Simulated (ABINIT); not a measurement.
SiC: geometry relaxation (part 3 of 4)

Continued. System: SiC (P6₃mc, 4 atoms in the cell). Method: Kohn-Sham DFT of a periodic cell, LDA, PseudoDojo NC SR LDA v0.4.1 standard, no spin polarisation (ABINIT 10.8.3); cutoff 1115.67 eV, 8×8×4 k-mesh, fermi-dirac of 0.05 eV. The structure derives from an entry of the Crystallography Open Database.

Geometry of the input (Å; fractional positions):
```
3.0760  0.0000  0.0000
-1.5380  2.6639  0.0000
0.0000  0.0000  5.0480
Si 0.6667  0.3333  0.5000
Si 0.3333  0.6667  0.0000
C  0.6667  0.3333  0.8850
C  0.3333  0.6667  0.3850
```

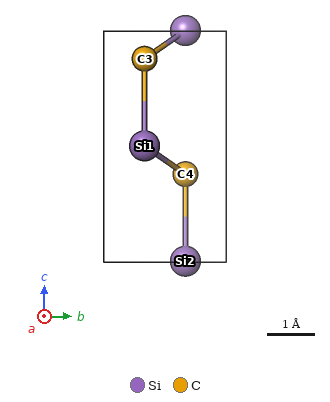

The geometry at step 2 of the log (ball-and-stick view of the cell of the calculation, along the a axis; atoms are numbered from 1 in the order of the input).

### What the program printed, continued
```
 Cartesian coordinates (xcart) [bohr]
  2.88586924951462E+00  1.66615738805958E+00  4.77950815846639E+00
 -3.30976558559070E-11  3.33231477611915E+00  4.35970634554431E-02
  2.88586924951462E+00  1.66615738805958E+00  8.33896557471393E+00
 -3.30976558559070E-11  3.33231477611915E+00  3.60305447970298E+00
 Reduced coordinates (xred)
  6.66666666666667E-01  3.33333333333333E-01  5.04602816921687E-01
  3.33333333333333E-01  6.66666666666667E-01  4.60281692168700E-03
  6.66666666666667E-01  3.33333333333333E-01  8.80397183078313E-01
  3.33333333333333E-01  6.66666666666667E-01  3.80397183078313E-01
 Cartesian forces (fcart) [Ha/bohr]; max,rms= 7.49231E-05 4.32569E-05 (free atoms)
  1.39956716174433E-28 -5.38693651708535E-29 -7.49230877300317E-05
 -4.66522387248111E-29  5.38693651717802E-29 -7.49230877300317E-05
 -4.66522387248111E-29  5.38693651717802E-29  7.49230877300317E-05
 -4.66522387248111E-29 -5.38693651727069E-29  7.49230877300317E-05
 Gradient of E wrt nuclear positions in reduced coordinates (gred)
 -8.07793566946316E-28  6.73161305788597E-28  7.09658164906270E-04
  2.69264522315439E-28 -4.03896783473158E-28  7.09658164906270E-04
  2.69264522315439E-28 -4.03896783473158E-28 -7.09658164906270E-04
  2.69264522315439E-28  1.34632261157719E-28 -7.09658164906270E-04
 Scale of Primitive Cell (acell) [bohr]
  5.77173849906233E+00  5.77173849907857E+00  9.47182219002189E+00
 Real space primitive translations (rprimd) [bohr]
  5.77173849906233E+00  0.00000000000000E+00  0.00000000000000E+00
 -2.88586924958081E+00  4.99847216417873E+00  0.00000000000000E+00
  0.00000000000000E+00  0.00000000000000E+00  9.47182219002189E+00
 Unitary Cell Volume (ucvol) [Bohr^3]=  2.73260878877731E+02
 Angles (23,13,12)= [degrees]
  9.00000000000000E+01  9.00000000000000E+01  1.20000000000476E+02
 Lengths [Bohr]
  5.77173849906233E+00  5.77173849907857E+00  9.47182219002189E+00
 Stress tensor in cartesian coordinates (strten) [Ha/bohr^3]
  9.05056079053557E-07  4.69186135133086E-14  0.00000000000000E+00
  4.69186135133086E-14  9.05056097790305E-07  0.00000000000000E+00
  0.00000000000000E+00  0.00000000000000E+00 -1.71235208148296E-08
 Total energy (etotal) [Ha]= -2.06332572139531E+01

 Difference of energy with previous step (new-old):
           Absolute (Ha)=-4.31997E-05
           Relative     =-2.09369E-06

--- Iteration: ( 6/50) Internal Cycle: (1/1)
--------------------------------------------------------------------------------

---SELF-CONSISTENT-FIELD CONVERGENCE--------------------------------------------

--- !BeginCycle
iteration_state: {dtset: 1, itime: 6, icycle: 1, }
solver: {iscf: 7, nstep: 80, nline: 4, wfoptalg: 0, }
tolerances: {tolvrs: 1.00E-12, }
...

     iter   Etot(hartree)      deltaE(h)  residm     vres2
 ETOT  1  -20.633257198660    -2.063E+01 1.945E-05 4.036E-04
 ETOT  2  -20.633257242115    -4.346E-08 2.260E-06 3.436E-05
 ETOT  3  -20.633257247458    -5.343E-09 2.172E-06 4.537E-06
 ETOT  4  -20.633257248235    -7.772E-10 1.242E-06 2.189E-08
 ETOT  5  -20.633257248237    -1.851E-12 1.124E-06 1.621E-10
 ETOT  6  -20.633257248237     1.457E-13 6.674E-07 1.208E-12
 ETOT  7  -20.633257248237    -3.091E-13 5.827E-07 1.007E-14

 At SCF step    7       vres2   =  1.01E-14 < tolvrs=  1.00E-12 =>converged.

 Cartesian components of stress tensor (hartree/bohr^3)
  sigma(1 1)=  3.54715837E-07  sigma(3 2)=  0.00000000E+00
  sigma(2 2)=  3.54715856E-07  sigma(3 1)=  0.00000000E+00
  sigma(3 3)=  1.74573976E-08  sigma(2 1)=  4.69175092E-14

--- !ResultsGS
iteration_state: {dtset: 1, itime: 6, icycle: 1, }
comment   : Summary of ground state results
lattice_vectors:
- [  5.7716804,   0.0000000,   0.0000000, ]
- [ -2.8858402,   4.9984219,   0.0000000, ]
- [  0.0000000,   0.0000000,   9.4715923, ]
lattice_lengths: [   5.77168,    5.77168,    9.47159, ]
lattice_angles: [ 90.000,  90.000, 120.000, ] # degrees, (23, 13, 12)
lattice_volume:   2.7324875E+02
convergence: {deltae: -3.091E-13, res2:  1.007E-14, residm:  5.827E-07, diffor: null, }
etotal    :  -2.06332572E+01
entropy   :   0.00000000E+00
fermie    :   3.18093344E-01
cartesian_stress_tensor: # hartree/bohr^3
- [  3.54715837E-07,   4.69175092E-14,   0.00000000E+00, ]
- [  4.69175092E-14,   3.54715856E-07,   0.00000000E+00, ]
- [  0.00000000E+00,   0.00000000E+00,   1.74573976E-08, ]
pressure_GPa:  -7.1286E-03
xred      :
- [  6.6667E-01,   3.3333E-01,   5.0458E-01, Si]
- [  3.3333E-01,   6.6667E-01,   4.5820E-03, Si]
- [  6.6667E-01,   3.3333E-01,   8.8042E-01,  C]
- [  3.3333E-01,   6.6667E-01,   3.8042E-01,  C]
cartesian_forces: # hartree/bohr
- [ -2.33263540E-29,   1.88544675E-28,  -2.86643848E-06, ]
- [ -2.33263540E-29,   2.69349535E-29,  -2.86643848E-06, ]
- [ -6.99790620E-29,  -1.07739814E-28,   2.86643848E-06, ]
- [  1.16631770E-28,  -1.07739814E-28,   2.86643848E-06, ]
force_length_stats: {min:   2.86643848E-06, max:   2.86643848E-06, mean:   2.86643848E-06, }
...

 Integrated electronic density in atomic spheres:
 ------------------------------------------------
 Atom  Sphere_radius  Integrated_density
    1        2.00000          1.98397573
    2        2.00000          1.98397573
    3        2.00000          4.27622923
    4        2.00000          4.27622923

---OUTPUT-----------------------------------------------------------------------

 Cartesian coordinates (xcart) [bohr]
  2.88584021933259E+00  1.66614062747617E+00  4.77919493824094E+00
 -3.30977298664780E-11  3.33228125495234E+00  4.33988113367529E-02
  2.88584021933259E+00  1.66614062747617E+00  8.33896033328366E+00
 -3.30977298664780E-11  3.33228125495234E+00  3.60316420637947E+00
 Reduced coordinates (xred)
  6.66666666666667E-01  3.33333333333333E-01  5.04581997427022E-01
  3.33333333333333E-01  6.66666666666667E-01  4.58199742702215E-03
  6.66666666666667E-01  3.33333333333333E-01  8.80418002572978E-01
  3.33333333333333E-01  6.66666666666667E-01  3.80418002572978E-01
 Cartesian forces (fcart) [Ha/bohr]; max,rms= 2.86644E-06 1.65494E-06 (free atoms)
 -2.33263540120880E-29  1.88544674753423E-28 -2.86643847918174E-06
 -2.33263540120880E-29  2.69349535360047E-29 -2.86643847918174E-06
 -6.99790620362639E-29 -1.07739814145641E-28  2.86643847918174E-06
  1.16631770060440E-28 -1.07739814143787E-28  2.86643847918174E-06
 Gradient of E wrt nuclear positions in reduced coordinates (gred)
  1.34632261157719E-28 -1.00974195868290E-27  2.71497364954361E-05
  1.34632261157719E-28 -2.01948391736579E-28  2.71497364954361E-05
  4.03896783473158E-28  3.36580652894298E-28 -2.71497364954361E-05
 -6.73161305788597E-28  8.75109697525176E-28 -2.71497364954361E-05
 Scale of Primitive Cell (acell) [bohr]
  5.77168043869828E+00  5.77168043871453E+00  9.47159225380838E+00
 Real space primitive translations (rprimd) [bohr]
  5.77168043869828E+00  0.00000000000000E+00  0.00000000000000E+00
 -2.88584021939879E+00  4.99842188242852E+00  0.00000000000000E+00
  0.00000000000000E+00  0.00000000000000E+00  9.47159225380838E+00
 Unitary Cell Volume (ucvol) [Bohr^3]=  2.73248747713986E+02
 Angles (23,13,12)= [degrees]
  9.00000000000000E+01  9.00000000000000E+01  1.20000000000476E+02
 Lengths [Bohr]
  5.77168043869828E+00  5.77168043871453E+00  9.47159225380838E+00
 Stress tensor in cartesian coordinates (strten) [Ha/bohr^3]
  3.54715836917673E-07  4.69175092493225E-14  0.00000000000000E+00
  4.69175092493225E-14  3.54715855649217E-07  0.00000000000000E+00
  0.00000000000000E+00  0.00000000000000E+00  1.74573975509837E-08
 Total energy (etotal) [Ha]= -2.06332572482369E+01

 Difference of energy with previous step (new-old):
           Absolute (Ha)=-3.42837E-08
           Relative     =-1.66158E-09

--- Iteration: ( 7/50) Internal Cycle: (1/1)
--------------------------------------------------------------------------------

---SELF-CONSISTENT-FIELD CONVERGENCE--------------------------------------------

--- !BeginCycle
iteration_state: {dtset: 1, itime: 7, icycle: 1, }
solver: {iscf: 7, nstep: 80, nline: 4, wfoptalg: 0, }
tolerances: {tolvrs: 1.00E-12, }
...

     iter   Etot(hartree)      deltaE(h)  residm     vres2
 ETOT  1  -20.633257247188    -2.063E+01 1.543E-06 1.675E-05
 ETOT  2  -20.633257248626    -1.439E-09 8.305E-07 6.004E-06
 ETOT  3  -20.633257249695    -1.068E-09 3.924E-07 4.622E-08
 ETOT  4  -20.633257249701    -5.958E-12 3.990E-07 5.645E-10
 ETOT  5  -20.633257249701    -3.482E-13 2.010E-07 5.245E-12
 ETOT  6  -20.633257249701     2.096E-13 2.005E-07 9.738E-14

 At SCF step    6       vres2   =  9.74E-14 < tolvrs=  1.00E-12 =>converged.

 Cartesian components of stress tensor (hartree/bohr^3)
  sigma(1 1)=  7.24203220E-08  sigma(3 2)=  0.00000000E+00
  sigma(2 2)=  7.24203407E-08  sigma(3 1)=  0.00000000E+00
  sigma(3 3)= -1.13512995E-08  sigma(2 1)=  4.69189337E-14

--- !ResultsGS
iteration_state: {dtset: 1, itime: 7, icycle: 1, }
comment   : Summary of ground state results
lattice_vectors:
- [  5.7716088,   0.0000000,   0.0000000, ]
- [ -2.8858044,   4.9983598,   0.0000000, ]
- [  0.0000000,   0.0000000,   9.4715895, ]
lattice_lengths: [   5.77161,    5.77161,    9.47159, ]
lattice_angles: [ 90.000,  90.000, 120.000, ] # degrees, (23, 13, 12)
lattice_volume:   2.7324188E+02
convergence: {deltae:  2.096E-13, res2:  9.738E-14, residm:  2.005E-07, diffor: null, }
etotal    :  -2.06332572E+01
entropy   :   0.00000000E+00
fermie    :   3.18100717E-01
cartesian_stress_tensor: # hartree/bohr^3
- [  7.24203220E-08,   4.69189337E-14,   0.00000000E+00, ]
- [  4.69189337E-14,   7.24203407E-08,   0.00000000E+00, ]
- [  0.00000000E+00,   0.00000000E+00,  -1.13512995E-08, ]
pressure_GPa:  -1.3091E-03
xred      :
- [  6.6667E-01,   3.3333E-01,   5.0458E-01, Si]
- [  3.3333E-01,   6.6667E-01,   4.5818E-03, Si]
- [  6.6667E-01,   3.3333E-01,   8.8042E-01,  C]
- [  3.3333E-01,   6.6667E-01,   3.8042E-01,  C]
cartesian_forces: # hartree/bohr
- [ -2.33266437E-29,  -1.61611728E-28,   4.23964463E-07, ]
- [ -2.33266437E-29,  -1.07741152E-28,   4.23964463E-07, ]
- [  1.16633218E-28,   1.34676440E-28,  -4.23964463E-07, ]
- [ -6.99799311E-29,   1.34676440E-28,  -4.23964463E-07, ]
force_length_stats: {min:   4.23964463E-07, max:   4.23964463E-07, mean:   4.23964463E-07, }
...

 Integrated electronic density in atomic spheres:
 ------------------------------------------------
 Atom  Sphere_radius  Integrated_density
    1        2.00000          1.98395899
    2        2.00000          1.98395899
    3        2.00000          4.27622159
    4        2.00000          4.27622159

---OUTPUT-----------------------------------------------------------------------

 Cartesian coordinates (xcart) [bohr]
  2.88580438139763E+00  1.66611993643478E+00  4.77919146036295E+00
 -3.30975078165680E-11  3.33223987286955E+00  4.33966961563290E-02
  2.88580438139763E+00  1.66611993643478E+00  8.33896003648939E+00
 -3.30975078165680E-11  3.33223987286955E+00  3.60316527228277E+00
 Reduced coordinates (xred)
  6.66666666666667E-01  3.33333333333333E-01  5.04581775427044E-01
  3.33333333333333E-01  6.66666666666667E-01  4.58177542704378E-03
  6.66666666666667E-01  3.33333333333333E-01  8.80418224572956E-01
  3.33333333333333E-01  6.66666666666667E-01  3.80418224572956E-01
 Cartesian forces (fcart) [Ha/bohr]; max,rms= 4.23964E-07 2.44776E-07 (free atoms)
 -2.33266436950489E-29 -1.61611728200076E-28  4.23964463361955E-07
 -2.33266436950489E-29 -1.07741152133461E-28  4.23964463361955E-07
  1.16633218475245E-28  1.34676440167695E-28 -4.23964463361955E-07
 -6.99799310851468E-29  1.34676440165842E-28 -4.23964463361955E-07
 Gradient of E wrt nuclear positions in reduced coordinates (gred)
  1.34632261157719E-28  7.40477436367457E-28 -4.01561737159843E-06
  1.34632261157719E-28  4.71212914052018E-28 -4.01561737159843E-06
 -6.73161305788597E-28 -3.36580652894298E-28  4.01561737159843E-06
  4.03896783473158E-28 -8.75109697525176E-28  4.01561737159843E-06
 Scale of Primitive Cell (acell) [bohr]
  5.77160876282836E+00  5.77160876284460E+00  9.47158952841324E+00
 Real space primitive translations (rprimd) [bohr]
  5.77160876282836E+00  0.00000000000000E+00  0.00000000000000E+00
 -2.88580438146383E+00  4.99835980930433E+00  0.00000000000000E+00
  0.00000000000000E+00  0.00000000000000E+00  9.47158952841324E+00
 Unitary Cell Volume (ucvol) [Bohr^3]=  2.73241882428930E+02
 Angles (23,13,12)= [degrees]
  9.00000000000000E+01  9.00000000000000E+01  1.20000000000476E+02
 Lengths [Bohr]
  5.77160876282836E+00  5.77160876284460E+00  9.47158952841324E+00
 Stress tensor in cartesian coordinates (strten) [Ha/bohr^3]
  7.24203219840819E-08  4.69189337061796E-14  0.00000000000000E+00
  4.69189337061796E-14  7.24203407173607E-08  0.00000000000000E+00
  0.00000000000000E+00  0.00000000000000E+00 -1.13512994871778E-08
 Total energy (etotal) [Ha]= -2.06332572497009E+01

 Difference of energy with previous step (new-old):
           Absolute (Ha)=-1.46401E-09
           Relative     =-7.09540E-11

 At Broyd/MD step   7, gradients are converged :
  max grad (force/stress) = 7.2420E-06 < tolmxf= 2.0000E-05 ha/bohr (free atoms)

================================================================================

 ----iterations are completed or convergence reached----

 Mean square residual over all n,k,spin=   68.223E-11; max=  20.052E-08
 reduced coordinates (array xred) for    4 atoms
       0.666666666667      0.333333333333      0.504581775427
       0.333333333333      0.666666666667      0.004581775427
       0.666666666667      0.333333333333      0.880418224573
       0.333333333333      0.666666666667      0.380418224573
 rms dE/dt=  2.3184E-06; max dE/dt=  4.0218E-06; dE/dt below (all hartree)
    1       0.000000000000      0.000000000000     -0.000004009399
    2       0.000000000000     -0.000000000000     -0.000004009399
    3      -0.000000000000     -0.000000000000      0.000004021836
    4       0.000000000000     -0.000000000000      0.000004021836

 cartesian coordinates (angstrom) at end:
    1      1.52710191272365     0.88167270039430     2.52903920565057
    2     -0.00000000001751     1.76334540078860     0.02296454261883
    3      1.52710191272365     0.88167270039430     4.41278761094735
    4     -0.00000000001751     1.76334540078860     1.90671294791561

 cartesian forces (hartree/bohr) at end:
    1     -0.00000000000000    -0.00000000000000     0.00000042396446
    2     -0.00000000000000    -0.00000000000000     0.00000042396446
    3      0.00000000000000     0.00000000000000    -0.00000042396446
    4     -0.00000000000000     0.00000000000000    -0.00000042396446
 frms,max,avg= 2.4477600E-07 4.2396446E-07   0.000E+00  0.000E+00 -6.565E-10 h/b

 cartesian forces (eV/Angstrom) at end:
    1     -0.00000000000000    -0.00000000000000     0.00002180112926
    2     -0.00000000000000    -0.00000000000000     0.00002180112926
    3      0.00000000000000     0.00000000000000    -0.00002180112926
    4     -0.00000000000000     0.00000000000000    -0.00002180112926
 frms,max,avg= 1.2586888E-05 2.1801129E-05   0.000E+00  0.000E+00 -3.376E-08 e/A
 length scales=  5.771608762828  5.771608762845  9.471589528413 bohr
              =  3.054203825465  3.054203825473  5.012149326063 angstroms
 Fermi (or HOMO) energy (hartree) =   0.31810   Average Vxc (hartree)=  -0.42445
 Eigenvalues (hartree) for nkpt=  30  k points:
 kpt#   1, nband= 12, wtk=  0.00391, kpt=  0.0000  0.0000  0.0000 (reduced coord)
  -0.30055   -0.16474   -0.05015    0.22602    0.22602    0.27072    0.27489    0.27489
   0.45651    0.51174    0.52086    0.52086
      occupation numbers for kpt#   1
   2.00000    2.00000    2.00000    2.00000    2.00000    2.00000    2.00000    2.00000
   0.00000    0.00000    0.00000    0.00000
 prteigrs : prtvol=0 or 1, do not print more k-points.

--- !EnergyTerms
iteration_state     : {dtset: 1, itime: 7, icycle: 1, }
comment             : Components of total free energy in Hartree
kinetic             :  1.19493609255645E+01
hartree             :  2.32899976547471E+00
xc                  : -7.59276868340730E+00
Ewald energy        : -2.10535526116502E+01
psp_core            :  1.29070340344669E+00
local_psp           : -8.14151264312481E+00
non_local_psp       :  5.85512593995722E-01
internal            : -2.06332572497008E+01
'-kT*entropy'       : -9.90373061871296E-14
total_energy        : -2.06332572497009E+01
total_energy_eV     : -5.61459532534298E+02
band_energy         :  8.30151085243917E-01
...

 rms coord change=  2.6453E-03   atom, delta coord (reduced):
     1        0.000000000000      0.000000000000      0.004581775427
     2        0.000000000000      0.000000000000      0.004581775427
     3        0.000000000000      0.000000000000     -0.004581775427
     4        0.000000000000      0.000000000000     -0.004581775427

 Cartesian components of stress tensor (hartree/bohr^3)
  sigma(1 1)=  7.24203220E-08  sigma(3 2)=  0.00000000E+00
  sigma(2 2)=  7.24203407E-08  sigma(3 1)=  0.00000000E+00
  sigma(3 3)= -1.13512995E-08  sigma(2 1)=  4.69189337E-14

-Cartesian components of stress tensor (GPa)         [Pressure= -1.3091E-03 GPa]
- sigma(1 1)=  2.13067943E-03  sigma(3 2)=  0.00000000E+00
- sigma(2 2)=  2.13067999E-03  sigma(3 1)=  0.00000000E+00
- sigma(3 3)= -3.33966761E-04  sigma(2 1)=  1.38040269E-09

== END DATASET(S) ==============================================================
================================================================================

 -outvars: echo values of variables after computation  --------
            acell      5.7716087628E+00  5.7716087628E+00  9.4715895284E+00 Bohr
           etotal     -2.0633257250E+01
            fcart     -2.3326643695E-29 -1.6161172820E-28  4.2396446336E-07
                      -2.3326643695E-29 -1.0774115213E-28  4.2396446336E-07
                       1.1663321848E-28  1.3467644017E-28 -4.2396446336E-07
                      -6.9979931085E-29  1.3467644017E-28 -4.2396446336E-07
            rprim      1.0000000000E+00  0.0000000000E+00  0.0000000000E+00
                      -5.0000000001E-01  8.6602540378E-01  0.0000000000E+00
                       0.0000000000E+00  0.0000000000E+00  1.0000000000E+00
           strten      7.2420321984E-08  7.2420340717E-08 -1.1351299487E-08
                       0.0000000000E+00  0.0000000000E+00  4.6918933706E-14
           xangst      1.5271019127E+00  8.8167270039E-01  2.5290392057E+00
                      -1.7514446862E-11  1.7633454008E+00  2.2964542619E-02
                       1.5271019127E+00  8.8167270039E-01  4.4127876109E+00
                      -1.7514446862E-11  1.7633454008E+00  1.9067129479E+00
             xred      6.6666666667E-01  3.3333333333E-01  5.0458177543E-01
                       3.3333333333E-01  6.6666666667E-01  4.5817754270E-03
                       6.6666666667E-01  3.3333333333E-01  8.8041822457E-01
                       3.3333333333E-01  6.6666666667E-01  3.8041822457E-01
 Calculation completed.
```

### Trajectory as extended XYZ (Å, eV, eV/Å), 7 frames, from step=0 to step=6
```
4
Lattice="3.0760 0.0000 0.0000 -1.5380 2.6639 0.0000 0.0000 0.0000 5.0480" Properties=species:S:1:pos:R:3:forces:R:3 step=0 energy=-561.41177
Si    1.5380    0.8880    2.5240    0.0000   0.0000   0.7284
Si    0.0000    1.7759    0.0000    0.0000   0.0000   0.7284
C     1.5380    0.8880    4.4675    0.0000   0.0000  -0.7284
C     0.0000    1.7759    1.9435    0.0000   0.0000  -0.7284
4
Lattice="3.0665 0.0000 0.0000 -1.5332 2.6557 0.0000 0.0000 0.0000 5.0110" Properties=species:S:1:pos:R:3:forces:R:3 step=1 energy=-561.44267
Si    1.5332    0.8852    2.5129    0.0000   0.0000   0.4888
Si    0.0000    1.7704    0.0074    0.0000   0.0000   0.4888
C     1.5332    0.8852    4.4273    0.0000   0.0000  -0.4888
C     0.0000    1.7704    1.9218    0.0000   0.0000  -0.4888
4
Lattice="3.0566 0.0000 0.0000 -1.5283 2.6471 0.0000 0.0000 0.0000 4.9820" Properties=species:S:1:pos:R:3:forces:R:3 step=2 energy=-561.45654
Si    1.5283    0.8824    2.5095    0.0000   0.0000   0.0869
Si    0.0000    1.7647    0.0185    0.0000   0.0000   0.0869
C     1.5283    0.8824    4.3905    0.0000   0.0000  -0.0869
C     0.0000    1.7647    1.8995    0.0000   0.0000  -0.0869
4
Lattice="3.0560 0.0000 0.0000 -1.5280 2.6465 0.0000 0.0000 0.0000 4.9935" Properties=species:S:1:pos:R:3:forces:R:3 step=3 energy=-561.45836
Si    1.5280    0.8822    2.5168    0.0000   0.0000   0.0581
Si    0.0000    1.7644    0.0201    0.0000   0.0000   0.0581
C     1.5280    0.8822    4.3991    0.0000   0.0000  -0.0581
C     0.0000    1.7644    1.9024    0.0000   0.0000  -0.0581
4
Lattice="3.0543 0.0000 0.0000 -1.5271 2.6451 0.0000 0.0000 0.0000 5.0123" Properties=species:S:1:pos:R:3:forces:R:3 step=4 energy=-561.45953
Si    1.5271    0.8817    2.5292    0.0000   0.0000  -0.0039
Si    0.0000    1.7634    0.0231    0.0000   0.0000  -0.0039
C     1.5271    0.8817    4.4128    0.0000   0.0000   0.0039
C     0.0000    1.7634    1.9067    0.0000   0.0000   0.0039
```
